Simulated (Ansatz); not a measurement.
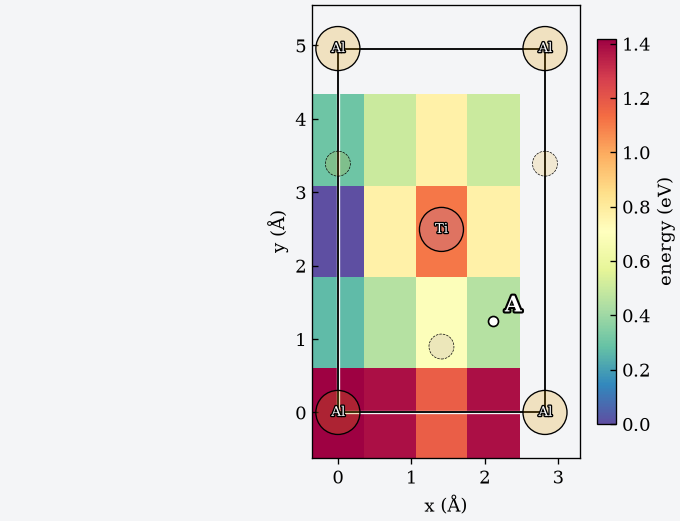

H on a TiAl(101) slab cut from the P4/mmm phase, its upper half relaxed before the scan (12 atoms of substrate and one adsorbate in a 2 × 1 cell). H is moved over the surface cell; relaxed at each place: the height of the adsorbate's atoms; substrate rigid; the origin of the map has the adsorbate above Al11. Places are given modulo a cell vector. The map is drawn in real space over the plane of the surface. The scan uses a 4 × 4 grid; 12 points were computed and 4 follow by symmetry. Places are given in fractions of the 1 × 1 surface cell. Energies are in eV, from the lowest grid point. All numbers below come from DFT PBE, scalar-relativistic, plane waves, PAW in Ansatz. Settings: cutoff 420 eV, k-mesh 5×6×1, gaussian smearing 0.1 eV, no spin polarisation.

The picture shows one coloured cell a grid point, labelled circles for the atoms of the top layer and small ones for the second layer, the outline of one cell of the plane, the point A.

> Is A at rest? If not, where is it pushed?

A, at (3/4, 1/4) of the cell vectors, is not a stationary point. The computed force is 0.6 eV/Å in the plane, pointing up and right in the picture (components 0.50 and 0.34 eV/Å).

PAW datasets: the set soft_1.
